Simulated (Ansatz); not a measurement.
```yaml
crystal:
  lattice:
    - [6.29294, 0.00000, 0.00000]
    - [0.00000, 6.29294, 0.00000]
    - [0.00000, 0.00000, 6.29294]
  atoms:
    - { symbol: K, position: [0.00000, 0.00000, 0.00000] }
    - { symbol: K, position: [0.50000, 0.50000, 0.00000] }
    - { symbol: K, position: [0.50000, 0.00000, 0.50000] }
    - { symbol: K, position: [0.00000, 0.50000, 0.50000] }
    - { symbol: Cl, position: [0.50000, 0.00000, 0.00000] }
    - { symbol: Cl, position: [0.00000, 0.50000, 0.00000] }
    - { symbol: Cl, position: [0.00000, 0.00000, 0.50000] }
    - { symbol: Cl, position: [0.50000, 0.50000, 0.50000] }
```

Space group Fm-3m.

Method: Ansatz, DFT PBE, scalar-relativistic, plane waves, PAW.

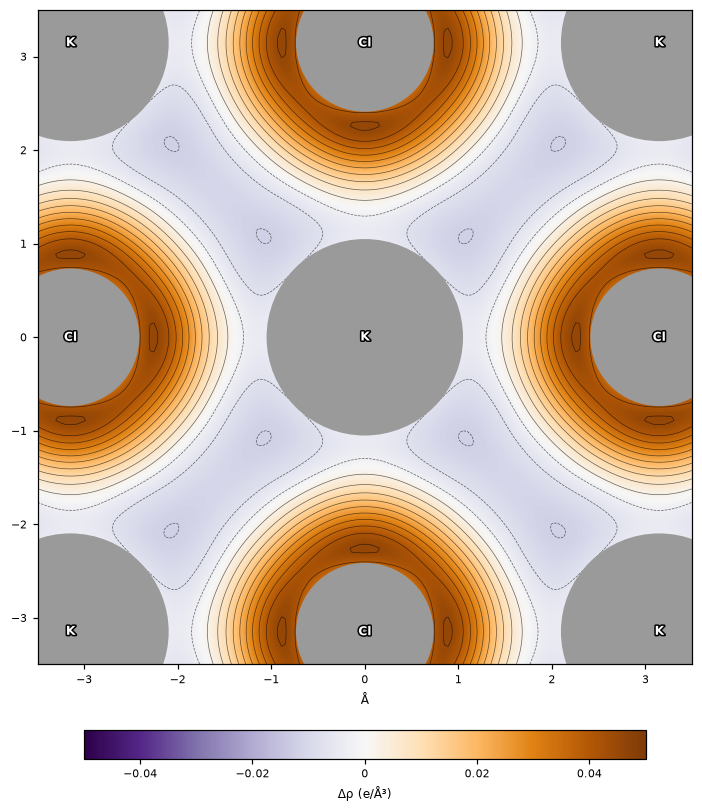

KCl. Bonding charge density, ρ(crystal) − Σ ρ(neutral atoms): a map on the (010) plane of the conventional cell, with grey discs over the atomic cores. Cores are masked to 1.0 Å (K) and 0.7 Å (Cl).

Core electrons are frozen (PAW), so the fields are smoothed inside the atomic spheres.

### Describe the bonding charge.

Cl–K (3.15 Å): Δρ is +0.007 e/Å³ at the midpoint, so little or no bond charge builds up halfway.
Over the whole cell, outside the masked cores, the largest gain, 0.05 e/Å³, lies 0.9 Å from a chlorine nucleus, and the largest loss, 0.014 e/Å³, lies 1.7 Å from a potassium nucleus.
The rearranged charge, half the integral of |Δρ|, is about 0.19 e an atom.
Bader charges: K +0.84 and Cl −0.84 e.

### Does the calculation give a gap?

It is gapped, with a Kohn–Sham gap of 5.2 eV on the k-point mesh.

Run time: 6.9 s on 1 thread of Arm Neoverse V1 (shared host), peak memory 0.3 GiB.
